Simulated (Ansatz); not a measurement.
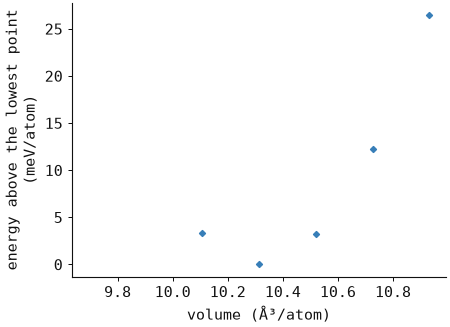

The plot gives the computed energy above the lowest point against volume for Co, space group Fm-3m (No. 225) (one of a set of cubic test structures, which need not be the stable phase).

Calculation (Ansatz 0.2.0 development build): equation of state of a cubic crystal from periodic Kohn-Sham density functional theory without spin, third-order Birch-Murnaghan fit to the free energies; pressure corrected for the finite basis. Level: PBE.

structure type fcc; atoms in cell 1; space group number 225; lattice centring face-centred primitive; k mesh 54×54×54; occupation method Fermi–Dirac; occupation width 0.06123 eV; wave cutoff 420 eV; datasets soft-1 PAW; density tolerance 1e−07 eV; bands 13; density cutoff ratio 4; search for lower states default.

The points at volume 9.69 Å³/atom and 9.90 Å³/atom are left out of the plot. What values does the calculation give there?

```csv
volume (Å³/atom),energy above the lowest point (meV/atom)
9.69,33.1
9.90,14.1
```

Caveats: cubic model structure, not the ambient form; known magnet treated without spin, far from its ground state.
